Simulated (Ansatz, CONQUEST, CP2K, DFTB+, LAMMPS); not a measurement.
# Glassy 72SiO2-17Al2O3-6BaO-6ZnO (mol %) (116 atoms) in DFTB+

Aim: run glassy 72SiO2-17Al2O3-6BaO-6ZnO (mol %) (116 atoms) in DFTB+ and see how near its forces come to a plane-wave reference, and at what cost.

Program: DFTB+ 25.1. Level of theory: the method is named at each step. Results are calculated unless marked as measured.

### 1. The starting structure

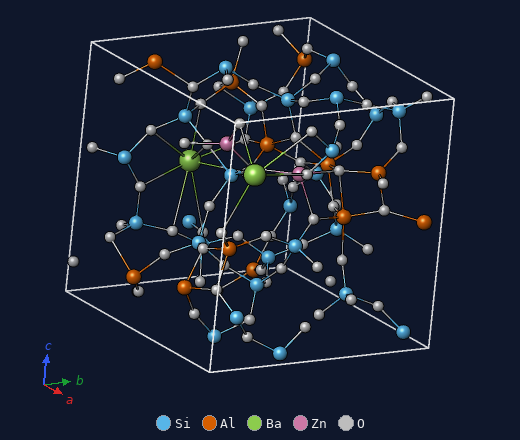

The starting structure, seen slightly off an axis (silicon blue, aluminium orange, barium green, zinc pink, oxygen light grey). Bonds to atoms that aren't drawn are left out. Some periodic images of atoms are drawn too.

The cell holds 116 atoms: 26 Si, 12 Al, 2 Ba, 2 Zn and 74 O. Its edges and angles: a = 11.345 Å, b = 11.345 Å, c = 11.345 Å, α = 90.0°, β = 90.0°, γ = 90.0°. 116 atoms (26 Si, 12 Al, 2 Ba, 2 Zn, 74 O) placed at random at 3.01 g/cm³, melted at 4000 K for 10 ps at fixed volume with the Morse and Coulomb pair potential with partial charges (Pedone, Malavasi, Menziani, Cormack and Segre, J. Phys. Chem. B 110, 11780 (2006)). Quenched from 4000 K to 300 K at 50 K/ps and fixed volume, held 5 ps.

The yardstick, on the same geometry:

| Property | Result |
| --- | --- |
| method | Kohn-Sham DFT, PBE, PAW, plane waves (Ansatz 0.2.0); cutoff 420 eV, Γ point, fermi-dirac smearing of 0.05 eV; PAW set soft_2 |
| r.m.s. force component | 1.315 eV/Å |
| longest force | 6.699 eV/Å |
| pressure | 5.914 GPa |
| gap (highest filled to lowest empty level) | 2.642 eV |
| SCF cycles | 10 |
| time | 27 s on 4 threads of Intel Xeon Platinum 8259CL at 2.50GHz (Skylake/Cascade Lake), shared host |
| CPU time | 99 s |

### 2. GFN1-xTB

Method: GFN1-xTB tight binding, diagonalisation.

The input, dftb_in.hsd:

```
Geometry = GenFormat {
  <<< geo.gen
}
Driver = {}
Hamiltonian = xTB {
  Method = "GFN1-xTB"
  SccTolerance = 1e-06
  MaxSccIterations = 300
  Mixer = Broyden { MixingParameter = 0.2 }
  Filling = Fermi { Temperature [K] = 580 }
  KPointsAndWeights = { 0.0 0.0 0.0 1.0 }
}
Analysis {
  PrintForces = Yes
  MullikenAnalysis = Yes
}
ParserOptions { ParserVersion = 14 }
```

The input, geo.gen:

```
116 F
Si Al Ba Zn O
1 1 0.84404 0.70248 0.19524
2 1 0.75747 0.92192 0.87913
3 1 0.94842 0.91200 0.05605
4 1 0.34509 0.85995 0.50039
5 1 0.27958 0.27225 0.76738
6 1 0.73736 0.64063 0.95408
7 1 0.98870 0.32390 0.04087
8 1 0.29158 0.40258 0.24351
9 1 0.16027 0.88363 0.30834
10 1 0.94629 0.49904 0.82330
11 1 0.55810 0.83095 0.35004
12 1 0.53668 0.21341 0.34816
13 1 0.96365 0.12405 0.19592
14 1 0.66987 0.23666 0.01493
15 1 0.40538 0.34790 0.99535
16 1 0.19904 0.15199 0.32399
17 1 0.10089 0.69580 0.69946
18 1 0.44976 0.60316 0.22308
19 1 0.84037 0.44767 0.41130
20 1 0.47655 0.37380 0.58356
21 1 0.52080 0.98493 0.78175
22 1 0.19732 0.06947 0.59431
23 1 0.03891 0.50990 0.24147
24 1 0.48183 0.59699 0.86595
25 1 0.65298 0.41991 0.19776
26 1 0.40108 0.84481 0.97468
27 2 0.80337 0.16901 0.41490
28 2 0.22052 0.14766 0.97798
29 2 0.16133 0.87944 0.89726
30 2 0.34756 0.61672 0.64079
31 2 0.69683 0.05681 0.23647
32 2 0.21665 0.70448 0.08780
33 2 0.76694 0.70950 0.47811
34 2 0.95236 0.95344 0.49368
35 2 0.38812 0.03382 0.18050
36 2 0.83798 0.79963 0.66909
37 2 0.57104 0.74990 0.62094
38 2 0.19980 0.52638 0.85182
39 3 0.15476 0.40290 0.53480
40 3 0.93637 0.15951 0.75556
41 4 0.61193 0.24583 0.76733
42 4 0.73453 0.50787 0.65955
43 5 0.85214 0.58827 0.88640
44 5 0.63211 0.97373 0.87163
45 5 0.60547 0.37666 0.65284
46 5 0.74108 0.78080 0.91391
47 5 0.32446 0.26200 0.90029
48 5 0.92208 0.21190 0.09588
49 5 0.42738 0.91751 0.08962
50 5 0.48141 0.28454 0.47056
51 5 0.40967 0.49200 0.56085
52 5 0.17306 0.48339 0.24556
53 5 0.18354 0.62802 0.60766
54 5 0.72270 0.69745 0.65109
55 5 0.06636 0.00782 0.59795
56 5 0.31034 0.11759 0.08892
[... 60 atom lines left out ...]
0.0 0.0 0.0
11.34500 0.00000 0.00000
0.00000 11.34500 0.00000
0.00000 0.00000 11.34500
```

Run with:

```
OMP_NUM_THREADS=1 dftb+ > output.txt
```

The log of the run:

```text
Reading input file 'dftb_in.hsd'
Parser version: 14
--------------------------------------------------------------------------------
Processed input in HSD format written to 'dftb_pin.hsd'
Starting initialization...
--------------------------------------------------------------------------------
WARNING!
-> Dipole printed for extended system : value printed is not well defined
Mode:                        Static calculation
Self consistent charges:     Yes
SCC-tolerance:                 0.100000E-05
Max. scc iterations:                    300
Shell resolved Hubbard:      Yes
Spin polarisation:           No
Nr. of up electrons:           296.000000
Nr. of down electrons:         296.000000
Periodic boundaries:         Yes
Electronic solver:           Relatively robust
Mixer:                       Broyden mixer
Mixing parameter:                  0.200000
Nr. of chrg. vec. in memory:            300
Max. SCC-cycles:                        300
tblite library version:      0.3.0
-> parametrization:          GFN1-xTB
-> repulsion:                Yes
-> dispersion:               Yes
-> halogen bonding:          Yes
-> electrostatics:           Yes
   -> isotropic:             Yes
   -> anisotropic:           No
   -> third-order:           Yes
Electronic temperature:              0.183675E-02 H      0.499806E-01 eV
Initial charges:             Set automatically (system chrg:   0.000E+00)
Included shells:            Si:  s, p, d
                            Al:  s, p, d
                            Ba:  s, p, d
                            Zn:  s, p
                             O:  s, p
K-points and weights:           1:  0.000000  0.000000  0.000000     1.000000
K-points in absolute space:     1:  0.000000  0.000000  0.000000
Extra options:
                             Mulliken analysis
                             Force calculation
Force type                   original
--------------------------------------------------------------------------------
***  Geometry step: 0
 iSCC Total electronic   Diff electronic      SCC error
    1   -0.40913039E+03    0.00000000E+00    0.21261998E+01
    2   -0.41944377E+03   -0.40913039E+03    0.16599943E+01
    3   -0.43192685E+03   -0.10313376E+02    0.48379524E+01
    4   -0.45566001E+03   -0.12483084E+02    0.63648000E+01
    5   -0.42726311E+03   -0.23733156E+02    0.40157958E+01
    6   -0.42590739E+03    0.28396904E+02    0.10110839E+01
    7   -0.42593239E+03    0.13557135E+01    0.99953262E+00
    8   -0.42539991E+03   -0.24997456E-01    0.12923506E+01
    9   -0.42606737E+03    0.53247672E+00    0.80657392E+00
   10   -0.42613054E+03   -0.66745792E+00    0.53142203E+00
   11   -0.42614714E+03   -0.63170864E-01    0.38932343E+00
   12   -0.42610088E+03   -0.16598938E-01    0.43861149E+00
[...]
>> Charges saved for restart in charges.bin
[...]
33   -0.42620222E+03   -0.82252427E-10    0.12597494E-04
   34   -0.42620222E+03   -0.89642072E-10    0.88143394E-05
   35   -0.42620222E+03   -0.37118753E-10    0.42655454E-05
   36   -0.42620222E+03   -0.16257218E-10    0.15054034E-05
>> Charges saved for restart in charges.bin
   37   -0.42620222E+03   -0.17053026E-12    0.17517233E-06
Total Energy:                     -424.3614964847 H       -11547.4638 eV
Extrapolated to 0K:               -424.3614965196 H       -11547.4638 eV
Total Mermin free energy:         -424.3614965545 H       -11547.4638 eV
Force related energy:             -424.3614965545 H       -11547.4638 eV
Volume:                              0.985394E+04 au^3   0.146020E+04 A^3
Pressure:                            0.194789E-03 au     0.573088E+10 Pa
```

detailed.out:

```text
Fermi distribution function
Calculation with static geometry
********************************************************************************
 iSCC Total electronic   Diff electronic      SCC error
   37   -0.42620222E+03   -0.17053026E-12    0.17517233E-06
********************************************************************************
 Total charge:    -0.00000000
 Atomic gross charges (e)
 Atom           Charge
    1       0.80415117
    2       0.73009408
    3       0.72998292
    4       0.78016669
    5       0.68019227
    6       0.72989409
    7       0.83794470
    8       0.72147721
    9       0.78541333
   10       0.65495155
   11       0.73903532
   12       0.79675885
[...]
112      -0.50690474
  113      -0.36856426
  114      -0.38334739
  115      -0.63682653
  116      -0.51922788
Fermi level:                        -0.2832464383 H           -7.7075 eV
Band energy:                      -285.6264766094 H        -7772.2919 eV
TS:                                  0.0000000698 H            0.0000 eV
Band free energy (E-TS):          -285.6264766793 H        -7772.2919 eV
Extrapolated E(0K):               -285.6264766443 H        -7772.2919 eV
Input / Output electrons (q):    592.0000000000    592.0000000000
Energy H0:                        -428.5726686554 H       -11662.0557 eV
Energy SCC:                          2.3704466302 H           64.5031 eV
Total Electronic energy:          -426.2022220251 H       -11597.5525 eV
Repulsive energy:                    2.2897643254 H           62.3077 eV
Halogen correction energy:           0.0000000000 H            0.0000 eV
Total energy:                     -424.3614964847 H       -11547.4638 eV
Extrapolated to 0:                -424.3614965196 H       -11547.4638 eV
Total Mermin free energy:         -424.3614965545 H       -11547.4638 eV
Force related energy:             -424.3614965545 H       -11547.4638 eV
Non-constrained calculation
SCC converged
Total Forces
    1      0.058038572345      0.001967988848     -0.059122904964
    2      0.024846033432     -0.058679340196     -0.004976139306
    3      0.000929119090     -0.023439177217     -0.030100605974
    4      0.021070432755      0.021019753574      0.028241043965
    5     -0.019437483742      0.030278686327     -0.014946613742
    6      0.009747825297      0.006330508547     -0.024224989656
    7      0.048138554209     -0.026539798560      0.008499505790
    8      0.037543188789      0.035212742039     -0.003586915447
    9     -0.016973778392      0.016432012147      0.025961439586
   10     -0.039466731157      0.003966101276      0.044803998626
   11      0.029786258907     -0.020328574742      0.009928998646
[...]
112      0.026727418303     -0.015213982370     -0.015176587894
  113      0.002178702325     -0.002051746843      0.007143402809
  114     -0.009032216354      0.026852820939     -0.010191906091
  115     -0.018917302027     -0.020903080414     -0.039073455533
  116      0.008995325775      0.020794966079     -0.009482448809
Total stress tensor
      0.000357890839     -0.000054122515      0.000045597781
     -0.000054122515      0.000047011461     -0.000024781953
      0.000045597781     -0.000024781953      0.000179463812
Total lattice derivs
     -0.164496724317      0.024876234524     -0.020958026202
      0.024876234524     -0.021607793348      0.011390484516
     -0.020958026202      0.011390484516     -0.082486629700
Maximal derivative component:        0.111736E+00 au
Volume:                              0.985394E+04 au^3
Pressure:                            0.194789E-03 au     0.573088E+10 Pa
Warning: dipole moment is not defined absolutely!
Dipole moment:   25.61520161    7.31065173   -5.42978682 au
Dipole moment:   65.10735352   18.58182472  -13.80114259 Debye
```

Wall time 45 s (1 thread of Intel Xeon Platinum 8259CL at 2.50GHz (Skylake/Cascade Lake), shared host); peak memory 1.1 GiB.

Banners, paths, timers and routine set-up lines are dropped from the logs unmarked, and long logs keep their key lines alone; longer cuts are marked.

Numbers from this run, and their distance from the reference:

| Quantity | Value |
| --- | --- |
| r.m.s. force component | 1.201 eV/Å |
| r.m.s. difference of force components | 717 meV/Å |
| longest difference of force vectors | 3824 meV/Å |
| force difference over r.m.s. force | 54.52 % |
| slope of forces against the reference's | 0.7687 |
| correlation of force components | 0.8414 |
| gap (highest filled to lowest empty level) | 1.444 eV |
| gap difference | -1.199 eV |
| pressure | 5.731 GPa |
| pressure difference | -0.1833 GPa |

Length of the force difference by element (eV/Å):

| element | atoms | mean | most |
| --- | --- | --- | --- |
| Al | 12 | 1.7 | 3.8 |
| Ba | 2 | 2.3 | 3.7 |
| O | 74 | 0.63 | 2.8 |
| Si | 26 | 1.5 | 2.7 |
| Zn | 2 | 1.4 | 2.6 |

Levels nearest the highest filled one (eV from it): -1.09, -1.05, -1.00, -0.96, -0.93, -0.78, -0.72, -0.63, -0.49, -0.48, -0.06, 0.00, 1.44, 2.81, 2.91, 3.43, 3.67, 4.13, 4.40, 4.81, 4.91, 5.36, 5.72, 5.79.

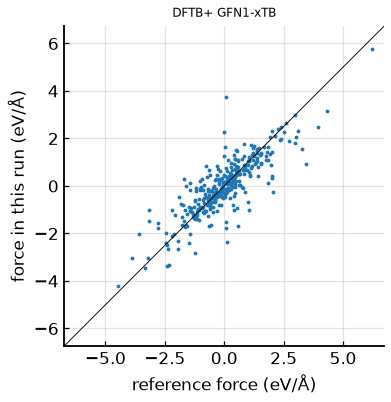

Force components against those of the reference; the line marks equality.

A closer look about O84, which bears the longest force: 12 atoms, nearest first, numbered in the order of the input, with positions taken from that point.

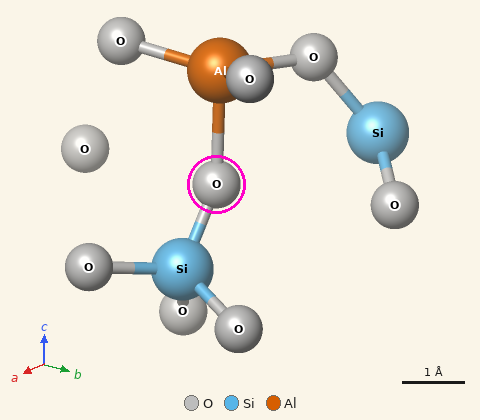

The atoms of the table, within 3.0 Å (arrows a, b, c point along x, y, z); some may hide others; the central atom is ringed.

| atom | x | y | z | distance (Å) | Mulliken charge (e) | Fx | Fy | Fz (eV/Å) |
| --- | --- | --- | --- | --- | --- | --- | --- | --- |
| O84 | 0.00 | 0.00 | 0.00 | 0.00 | -0.45 | -2.38 | 0.31 | 5.75 |
| Si1 | 0.73 | -0.12 | -1.29 | 1.49 | 0.80 | 2.98 | 0.10 | -3.04 |
| Al33 | -0.14 | -0.04 | 1.92 | 1.93 | 0.87 | -1.51 | -0.51 | -1.01 |
| O82 | 1.11 | 1.36 | -1.86 | 2.56 | -0.38 | -0.94 | -0.61 | 1.08 |
| O98 | 2.22 | -0.87 | -0.99 | 2.58 | -0.42 | 1.12 | -1.11 | 0.70 |
| O90 | -0.15 | -0.81 | -2.44 | 2.58 | -0.35 | -0.23 | -1.04 | -0.24 |
| O100 | -1.84 | 0.54 | 1.79 | 2.62 | -0.46 | 0.16 | 0.42 | 0.51 |
| O96 | 0.18 | -1.84 | 2.10 | 2.80 | -0.51 | 0.31 | 1.37 | 1.00 |
| O66 | 0.82 | 1.36 | 2.40 | 2.88 | -0.58 | 0.37 | 0.68 | -1.42 |
| Si11 | -2.51 | 1.33 | 0.47 | 2.88 | 0.74 | 1.53 | -1.05 | 0.51 |
| O73 | -1.61 | 2.42 | -0.26 | 2.92 | -0.44 | 0.41 | 0.08 | -0.85 |
| O109 | -0.26 | -2.95 | -0.17 | 2.97 | -0.31 | -0.48 | 0.08 | -0.90 |

Forces lie 55 % from the reference's, at 0.45 times its CPU time (on 1 against 4 cores).

Further runs of this program without a result: DFTB+ IPEA1-xTB (ended with an error or stopped unconverged).

### 3. Summary of results

```yaml
force_difference_from_the_reference: DFTB+ GFN1-xTB, 55 %
its_cpu_time: 45 s
```

**Reading.** Tight binding differs by 55 % (DFTB+ GFN1-xTB); it is another model, with fitted parameters of its own, and the xTB methods hold dispersion. One electronic-structure run takes under half the reference's CPU time: DFTB+ GFN1-xTB, at 55 % in 45 s against 99 s. Periodic xTB results under one method name differ between programs and library versions (DFTB+ here holds tblite 0.3). The quench rate of 50 K/ps is many orders above laboratory rates, so the cell is likely richer in defects and strain than a real sample. The network of bonds at the start is that of the classical potential that made the cell, and needn't be the one that DFT or experiment would give. The reference's stress is far from hydrostatic: its diagonal is 7.7, 3.2, 6.8 GPa, compression counted positive. The electronic-structure runs sample only Γ, in a cell whose shortest periodic width is 11 Å. Spin–orbit coupling is left out, which matters for the levels of the heavy elements.

[Also dropped from logs without a mark: logging warnings of Python, and SIESTA's first energy breakdown and zero terms.]

[Logs are printed without paths, hosts, clocks, repeated set-up lines and the standing remarks that a program may print on its own settings, such as how far it seeks lower states.]

[Hosts, paths, dates, database ids (printed as entryN), source tags and the programs' standing remarks are cut or masked in the printed files.]
